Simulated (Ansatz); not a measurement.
**W(110) (Im-3m bulk, 5 atomic planes (those closer than 0.6 Å count as one), 9 Å): images, spectra and barriers**

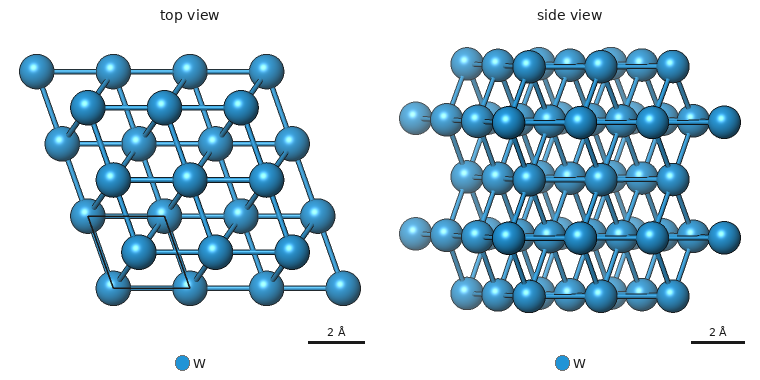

The relaxed structure from above and from the side.

Level of theory: DFT PBEsol, scalar-relativistic, plane waves, PAW in Ansatz 0.2.0. Cutoff 420 eV, 27 × 27 k-points, Gaussian smearing 0.1 eV, dipole correction. The slab is a cut without reconstruction beyond its cell, at the source's lattice constants, with its lower half held fixed and the rest relaxed. No spin polarisation. Spin–orbit coupling is left out; with W it can shift levels and gaps. The run warns that the functional's potential is rough in the thin density of the vacuum, where the tip is; weak contrasts and barriers may feel it. On this mesh the free atoms still feel up to 0.12 eV/Å.

Images follow the Tersoff–Hamann model: the current is the local density of the sample's states between the Fermi level and the bias, at the tip's centre. Bias windows are sharp sums over the levels of the k mesh.

The calculation's input:

```yaml
crystal:
  lattice:
    - [2.76660475, 0.0, 0.0]
    - [-0.92220158, 2.60837998, 0.0]
    - [0.0, 0.0, 27.0356931387]
  atoms:
    - { symbol: W, position: [0.5000000004, 0.4999999996, 0.3328932591] }
    - { symbol: W, position: [0.0, 0.0, 0.4164466295] }
    - { symbol: W, position: [0.5000000004, 0.4999999996, 0.498053591] }
    - { symbol: W, position: [0.0, 0.0, 0.5800752638] }
    - { symbol: W, position: [0.5000000004, 0.4999999996, 0.658101515] }
basis:
  ecutwfc: 420.0
  fft_grid_basis: typed
kpoints:
  mp_grid: { grid: [27, 27, 1] }
hamiltonian:
  xc: pbesol
scf:
  occupations: { method: gaussian, width: 0.1 }
output:
  forces: true
  eigenvalues: true
  band_densities:
    - { e_range: [-2.0, -1.0] }
    - { e_range: [-1.0, -0.5] }
    - { e_range: [-0.5, -0.25] }
    - { e_range: [-0.25, 0.0] }
    - { e_range: [0.0, 0.25] }
    - { e_range: [0.25, 0.5] }
    - { e_range: [0.5, 1.0] }
    - { e_range: [1.0, 1.5] }
  band_residual_tolerance: 1.0e-05
  write_potential: true
  elf: true
  write_density: true
  volumetric_format: npy
efield:
  axis: 3
  dipole_correction: true
  ramp_width: 0.04
checkpoint:
  read: start.run
  write: ck
  compress: false
  write_wavefunctions: false
  write_every: 100000
```

Command:

```sh
ansatz run input.yaml --threads 1 --pin off --max-ram 2211MiB --backend cpu --events-out ev --progress --plain --runs-dir out
```

Cost without the relaxation before it: 3.6 min on 1 thread of Intel(R) Xeon(R) Platinum 8375C CPU @ 2.90GHz (Ice Lake) (shared host), peak memory 1.4 GiB.

Part 1: Approach curves

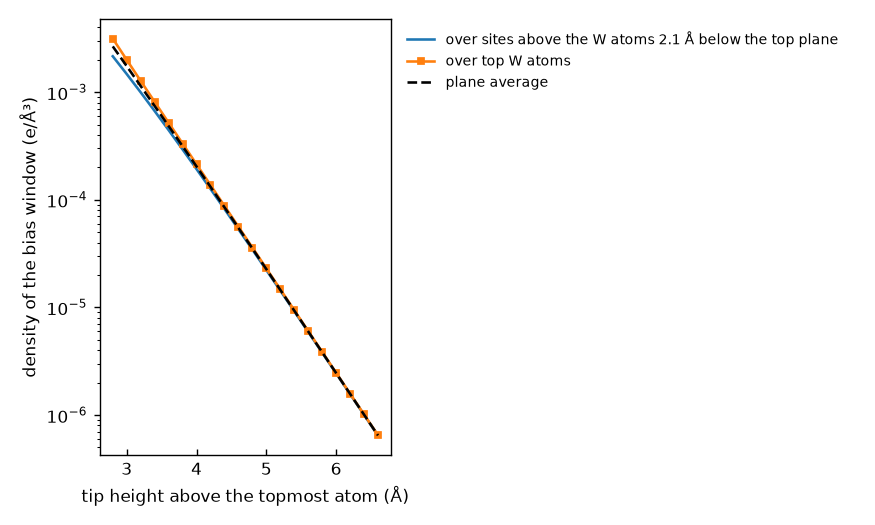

Approach curves over this surface at a sample bias of +1.50 V.

Q: How fast does the current decay, and what apparent barrier height does that imply?

A: Near 4 Å the plane average falls as exp(−2.17 z/Å), a factor of 8.8 per ångström, which gives an apparent barrier of 4.5 eV (0.952 eV Å² times the slope squared). The vacuum level lies 4.79 eV above zero bias. The upper edge of the window lies 3.29 eV under it. The apparent barrier is above 3.29 eV. At 4 Å the 0.50 eV of states nearest the upper edge carry 36 % of the density.

Part 2: States by depth

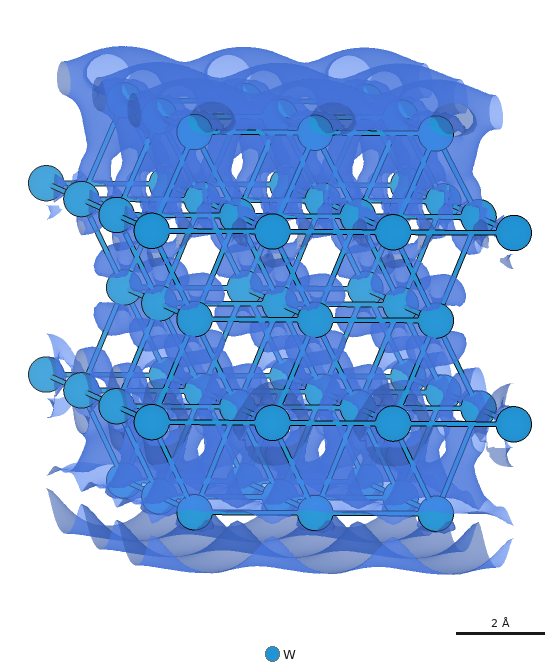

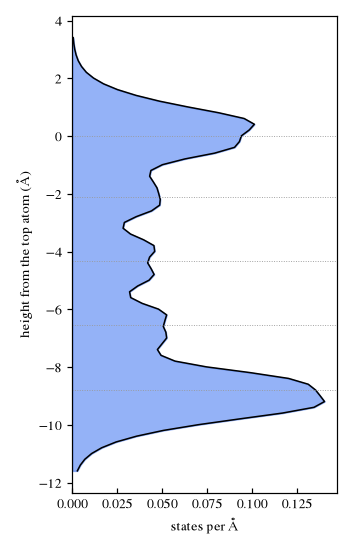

Density of all states between −0.25 and 0.00 eV (zero: the Fermi level) of this surface: blue isosurface at 9.8 × 10⁻³ e/Å³, seen from the side, and the full density summed over planes, the part near the nuclei included (dotted lines mark the atomic planes).

The first picture shows the smooth PAW orbitals' density alone, which lacks about 11 % of these states' charge, near the nuclei; the shares below count all of it.

Q: How is this energy window spread over the atomic planes?

A: The window holds 0.8 states per cell. Shares by plane (space cut midway between planes), top to bottom: W 27 %, W 11 %, W 11 %, W 14 %, W 37 %; the outer planes' shares include the vacuum, and density in a gap between layers is shared out between the planes on either side. The outer planes of both faces hold more than their share.

Part 3: Bias series

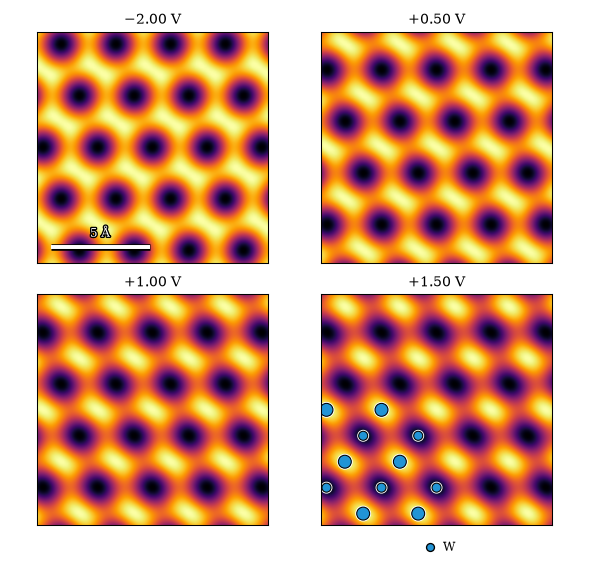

Constant-current images of this surface at 4 sample biases, each on its own colour scale; the last has the atoms seen from above drawn over one corner (deeper ones smaller).

Q: How do the images change with bias?

A:
```csv
bias,set point (e/Å³),corrugation,brightest over
−2.00 V,3.9 × 10⁻⁴,3 pm,sites above the W atoms 2.1 Å below the top plane
+0.50 V,2.3 × 10⁻⁴,4 pm,top W atoms
+1.00 V,3.9 × 10⁻⁴,6 pm,top W atoms
+1.50 V,6.0 × 10⁻⁴,8 pm,top W atoms
```

The slab has states at the Fermi level, so this model gives a current down to small biases. Its work function (top face) is 4.79 eV.

The weakest contrasts here depend on the k mesh and on the tip.
